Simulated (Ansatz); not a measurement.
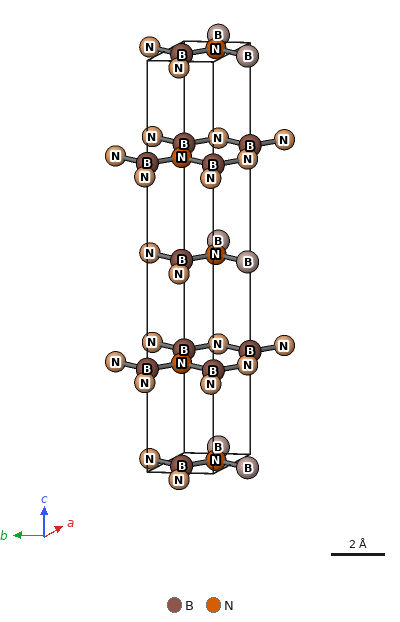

**Figure 1.** The structure (ball-and-stick view of the cell of the calculation, seen at an oblique angle; neighbours outside the cell are drawn fainter). An atom can appear more than once, as a periodic image. Near neighbours in the periodic cell (some may lie outside the picture): B has 3 N at 1.45 Å; N has 3 B at 1.45 Å.

# Single-point calculation, with input and output: BN

The run: single-point calculation of BN (P-6m2, 8 atoms in the cell). Method and program: DFT PBE, scalar-relativistic, plane waves, PAW, no spin polarisation (Ansatz 0.2.0).

The structure was made by a generator, so it may or may not be a known phase.

Log:
```
Engine: ansatz 0.2.0, x86_64-unknown-linux-gnu
Pseudopotentials: kind: paw
Pseudopotential: B, paw, valence charge 3, recommended cutoff 420 eV (normal), B.paw.azcp
Pseudopotential: N, paw, valence charge 5, recommended cutoff 420 eV (normal), N.paw.azcp
Functional definition: PBE
  parameter kappa = 0.804
  parameter beta = 0.06672455060314922
  exchange = pbe_x(kappa = kappa, mu = beta*pi^2/3)
  correlation = pbe_c(beta = beta)
Crystal: 8 atoms, lattice volume = 91.293 Å³
Basis set: ecut = 420 eV, 1789 PW (Γ), exchange–correlation on 36×36×240 points (8 copies of the dense FFT grid, shifted against one another)
Bands: 24, of which v1, the nominal top of the filled ones, is band 16 counted from 1 (15 counted from 0)
Symmetry: 24 space group operations
Space group: P-6m2 (ITA 187), of the structure as read, at distance tolerance 4.5e-5 Å
k-points: 7 of 36 (time reversal used)
Non-local potential: B, projectors of the file, l = 0: 2, l = 1: 2, l = 2: 1
Non-local potential: N, projectors of the file, l = 0: 2, l = 1: 2, l = 2: 1
PAW form: soft (Blöchl's): semilocal exchange-correlation on the pseudo side does not see the compensation charge
PAW one-centre angular grid: B, 110 points (default); XC on 64 Gauss nodes
PAW one-centre angular grid: N, 110 points (default); XC on 64 Gauss nodes
Initial density: superposition of atomic densities (neutral atoms: chi_scale 0, normalization atom), corrected by the library's trained network
Initial wavefunctions: pseudopotential atomic-orbital guess
Functional: x = pbe(κ = 0.804, μ = 0.2195149727645171), c = pbe(β = 0.06672455060314922)
SCF iter   1: F=—  HF=-2169.716469 eV  |F-HF|=—  |Δ(HF+E_count)|=         —  Δρ=3.93e-3  dr2=4.99e-3  ethr=1.77e-3  ⟨swp⟩=7.1  Hψ=907  notcnv=0  defer=1
preconditioner: auto → none  [insulator: Δε(μ)=4.328 eV  Ē_g=15.344 eV  σ=0.100 eV  W_gap=1.00  n_scr=12 (ndim 8)  ℏωp=22.0 eV  f_vac=0.233  D(μ)=0.00/eV (n_scr^D=0)  ε∞_Penn≈3.1]
SCF iter   2: F=—  HF=-2169.719448 eV  |F-HF|=—  |Δ(HF+E_count)|=   2.98e-3  Δρ=1.73e-3  dr2=9.17e-4  ethr=1.56e-5  ⟨swp⟩=2.4  Hψ=330  notcnv=0  defer=1
SCF iter   3: F=—  HF=-2169.720090 eV  |F-HF|=—  |Δ(HF+E_count)|=   6.42e-4  Δρ=8.17e-4  dr2=1.58e-4  ethr=2.87e-6  ⟨swp⟩=2.0  Hψ=252  notcnv=0
automatic band count: iteration 3 solves 23 bands in place of 24: the levels show a gap, and the empty bands left out lie too high to hold charge; the band table lists the bands solved (type scf.n_extra_bands for more)
SCF iter   4: F=—  HF=-2169.720326 eV  |F-HF|=—  |Δ(HF+E_count)|=   2.35e-4  Δρ=7.79e-5  dr2=2.86e-6  ethr=4.92e-7  ⟨swp⟩=2.3  Hψ=255  notcnv=0
SCF iter   5: F=—  HF=-2169.720381 eV  |F-HF|=—  |Δ(HF+E_count)|=   5.57e-5  Δρ=2.24e-5  dr2=3.72e-7  ethr=8.94e-9  ⟨swp⟩=2.0  Hψ=256  notcnv=0
SCF iter   6: F=-2169.720381 eV  HF=-2169.720381 eV  |F-HF|=9.65e-9  |Δ(HF+E_count)|=   3.26e-8  Δρ=7.21e-6  dr2=3.85e-8  ethr=3.13e-10  ⟨swp⟩=9.7  Hψ=823  notcnv=0
SCF 1 converged in 6 iterations: F = -2169.720381 eV  dr2 = 3.85e-8
  greatest PAW one-centre occupation: 0.796 electrons in one spin orbital (limit 2), on the N atom at site 5 (counted from 0), in its partial waves of l = 0
```

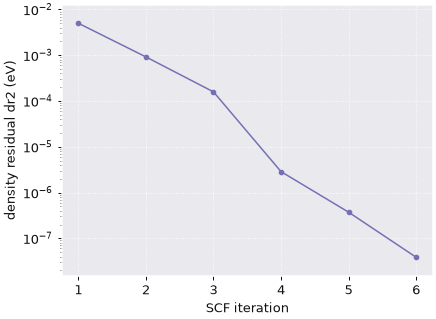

**Figure 2.** Convergence of the self-consistent field: density residual dr2 against the SCF iteration. The residual falls at every step.

```
SCF converged after 6 iterations
Free energy (F): -2169.720381 eV
Harris-Foulkes:  -2169.720381 eV  (|F-HF|=9.65e-9)
Internal energy: -2169.720381 eV  (E = F + TS)
E sigma→0 (E₀):  -2169.720381 eV
Fermi energy:    4.747793 eV
--- Per-component energies (eV) ---
  E_band       = -145.998169
  E_kinetic    = 731.042855
  E_local      = -1916.908800  (includes V_loc(G=0)·N_el)
  E_nonlocal   = 230.811833
  E_hartree    = 678.300333
  E_xc         = -368.009692
  E_vxc        = -456.442414  (∫ρ·V_xc dr)
  E_paw        = -827.026678  (= ΣΔE_a)
  E_vpaw       = -91.095046  (= ΣTr[D̂ρ^β])
  E_aug_tail   = 0.000398  (compensation charges beyond the density's cutoff)
  E_ewald      = -697.930631
  E_smearing   = -0.000000  (= −TS)
  E_closure    = -0.000000  (closes the sum)
  Σ components = -2169.720381   (vs F -2169.720381, Δ=0.00e0)
--- Forces (eV/Å), atoms counted from 1 ---
  atom   1  B     -0.00000000     0.00000000    -0.00000000
  atom   2  B     -0.00000000    -0.00000000    -0.00000000
  atom   3  B     -0.00000000     0.00000000    -0.00000000
  atom   4  B      0.00000000     0.00000000    -0.00000000
  atom   5  N      0.00000000    -0.00000000    -0.00000000
  atom   6  N      0.00000000     0.00000000    -0.00000000
  atom   7  N      0.00000000     0.00000000    -0.00000000
  atom   8  N      0.00000000     0.00000000    -0.00000000
  max |Σ_I F_I| component: 9.16e-16 eV/Å
--- Stress (GPa, compression-positive) ---
       -0.040958       0.000000      -0.000000
        0.000000      -0.040958      -0.000000
       -0.000000      -0.000000       0.039120
  P = ⅓ Tr σ = -0.0143 GPa (-0.143 kbar)
--- Band table (eV; the first three rows and the last of 7) ---
  k-point 0: bands = ["-15.0811", "-15.0653", "-15.0558", "-15.0397", "-2.9399", "-2.6620", "-2.6530", "-2.3425", "1.1946", "1.1946", "1.1950", "1.1950", "1.2045", "1.2045", "1.2050", "1.2050", "6.9396", "8.2212", "8.2242", "10.2948", "12.6034", "14.0807", "14.0807"]
  k-point 1: bands = ["-14.5567", "-14.5425", "-14.5329", "-14.5185", "-2.2212", "-1.9583", "-1.9491", "-1.6543", "-0.7691", "-0.7649", "-0.7551", "-0.7550", "0.3155", "0.3158", "0.3256", "0.3259", "7.8374", "9.0028", "9.0073", "10.6242", "12.9909", "13.2920", "13.2925"]
  k-point 2: bands = ["-13.1487", "-13.1393", "-13.1296", "-13.1201", "-4.3145", "-4.3105", "-4.3011", "-4.2967", "-1.0305", "-1.0298", "-1.0200", "-1.0196", "-0.2365", "-0.0258", "-0.0164", "0.2105", "9.4118", "9.4716", "9.4782", "9.9005", "10.1483", "11.6143", "11.6450"]
  k-point 6: bands = ["-11.4381", "-11.4381", "-11.4282", "-11.4282", "-5.3121", "-5.3121", "-5.3033", "-5.3030", "-4.6084", "-4.6080", "-4.5989", "-4.5987", "2.5392", "2.5425", "2.5524", "2.5533", "7.1963", "7.2036", "7.2103", "7.2266", "14.4264", "14.7155", "14.9343"]
```

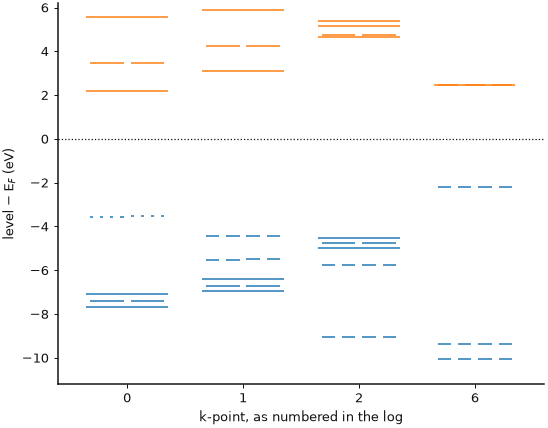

**Figure 3.** Kohn–Sham levels near the Fermi level (dotted) at the few k-points that the log prints; levels within 0.02 eV of each other stand side by side. Among these points the highest filled and lowest empty levels are 4.39 eV apart, which is the gap on the mesh.

This output came from the following input.

Input file:
```yaml
crystal:
  lattice:
    - [2.5121490623, 0.0, 0.0]
    - [-1.2560745311, 2.175584906, 0.0]
    - [0.0, 0.0, 16.703793411]
  atoms:
    - { symbol: B, position: [0.0, 0.0, 0.25] }
    - { symbol: B, position: [0.0, 0.0, 0.75] }
    - { symbol: B, position: [0.3333333333, 0.6666666667, 0.0] }
    - { symbol: B, position: [0.3333333333, 0.6666666667, 0.5] }
    - { symbol: "N", position: [0.3333333333, 0.6666666667, 0.25] }
    - { symbol: "N", position: [0.3333333333, 0.6666666667, 0.75] }
    - { symbol: "N", position: [0.6666666667, 0.3333333333, 0.0] }
    - { symbol: "N", position: [0.6666666667, 0.3333333333, 0.5] }
basis:
  ecutwfc: 420
kpoints:
  mp_grid: { grid: [6, 6, 1] }
hamiltonian:
  xc: pbe
scf:
  occupations: { method: gaussian, width: 0.1 }
  lower_state_search: "off"
output:
  forces: true
  stress: true
  eigenvalues: true
```

Command:
```bash
ansatz run input.yaml --threads 1 --pin off --max-ram 2560MiB --backend cpu --events-out ev --progress --plain --runs-dir out
```

Summary:

- outcome: converged
- space group (tolerance 0.01 Å): P-6m2 (187)
- electrons treated: 32
- free energy: −2169.7204 eV
- Fermi energy: 4.748 eV
- gap on the k-point mesh: 4.39 eV
- pressure: −0.01 GPa
- largest force (length of the vector): under 0.001 eV/Å
- hardware: 1 thread of Intel Xeon @ 2.70GHz, 189 GiB of memory available, shared host
- wall time: 1.2 s
- peak memory: 0.31 GiB
